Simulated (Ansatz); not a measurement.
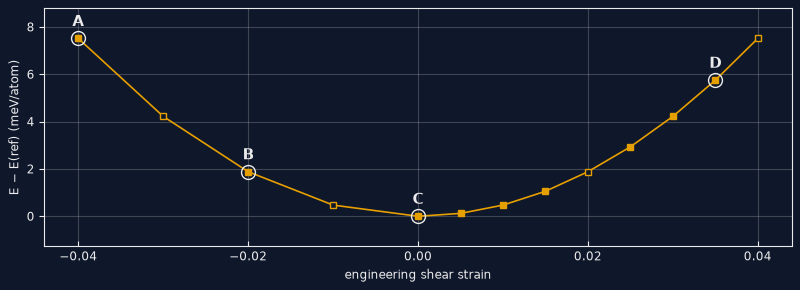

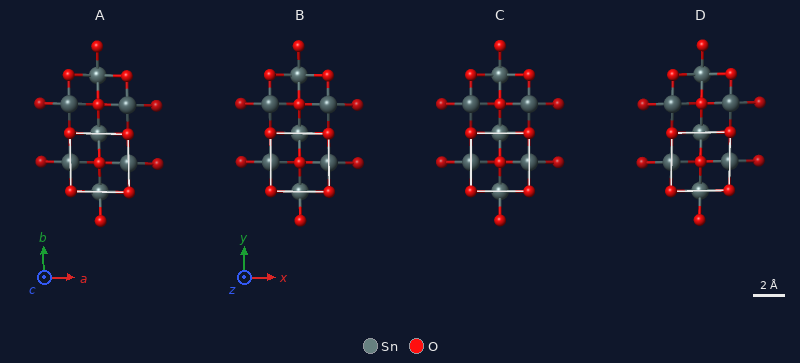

Energy scan for solid SnO (P4/nmm), in which the cell is strained in shear in the xy plane, with the atoms kept at their fractional coordinates. x, y and z are the Cartesian axes of the input. The lettered frames are marked on the plot. Hollow markers are points alike by symmetry, not computed again. A ball-and-stick model of the cell of the calculation, repeated 1 × 2 × 1 with one cell outlined, seen along the c axis.

Theory: DFT PBE, scalar-relativistic, plane waves, PAW (Ansatz 0.2.0). (plane-wave cutoff 420 eV; k-point mesh 12 × 12 × 10; occupations gaussian; smearing width 0.15 eV; no spin polarisation). Energies (free energies at the smearing named) are counted from the cell as listed in its source, which wasn't relaxed.

Describe the profile.

Of the computed points the lowest is at the strain 0.00, 0.00 meV/atom. At the ends of the scan the energy is 7.51 meV/atom (−0.04) and 7.51 meV/atom (0.04). The unrelaxed reference is under a pressure of 4.2 GPa. The distortion takes the space group from P4/nmm to Cmme. At the strain −0.04 the cell of the drawing goes a 3.802 → 3.803 Å, b 3.802 → 3.803 Å, γ 90.0° → 92.3°.

The computed points:

```csv
engineering shear strain,E − E(ref) (meV/atom)
−0.040,7.51
−0.030,4.22
−0.020,1.88
−0.010,0.47
0.000,0.00
0.005,0.12
0.010,0.47
0.015,1.06
0.020,1.88
0.025,2.93
0.030,4.22
0.035,5.75
0.040,7.51
```

Points that are alike by symmetry were computed once.

Limits of the set-up: layers or molecules are held without a dispersion correction, so their spacing is unreliable.
